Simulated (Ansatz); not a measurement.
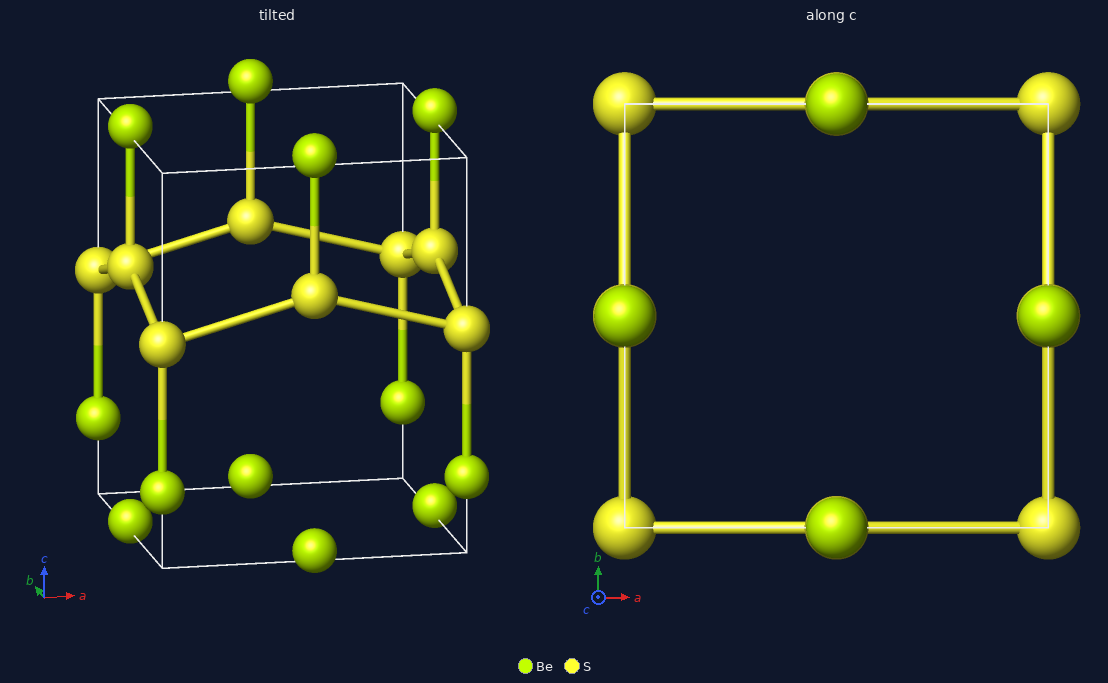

The image is a ball-and-stick drawing of a crystal, viewed slightly off an axis and along the c axis. One conventional unit cell is framed, with atoms on its boundary repeated. Cell: a = 4.36 Å, b = 4.36 Å, c = 5.71 Å, α = 90.00°, β = 90.00°, γ = 90.00°.

Its origin is a random cell made by a generator, so it need not be a real form of the compound. Earlier steps of the study may have refined or changed the cell and positions. A calculation with Ansatz used it as input.

What structure is drawn here?

Its composition is BeS. It belongs to space group P4mm (No. 99) and has a primitive tetragonal lattice. With Z = 3, the cell contains 3 Be, 3 S. Each Be atom has one S at about 2.0 to 2.1 Å around it. S takes two kinds of site: 1a with four S and one Be (about 2.3 Å to S, 2.1 Å to Be); 2c with two S and one Be (about 2.3 Å to S, 2.0 Å to Be). The bonds build BeS layers parallel to (001).

Calculation details: DFT PBE, scalar-relativistic, plane waves, PAW (Ansatz); plane waves up to 420 eV, 10×10×8 k-mesh, Gaussian smearing of 0.1 eV, no spin polarisation.

Is it conducting or gapped at this level?

A metal: bands cross the Fermi level.

Give the Bader charge of each element.

Be -0.03 to +0.74 e; S -0.61 to -0.23 e.

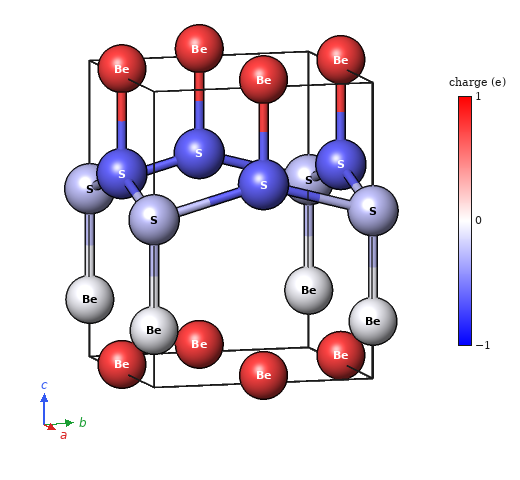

The atoms coloured by those charges. The run's cell of 6 atoms is drawn.

Does the calculation find this structure at rest?

Yes. All forces vanish to within 0.01 eV/Å. The pressure is 0.0 GPa, close to zero.
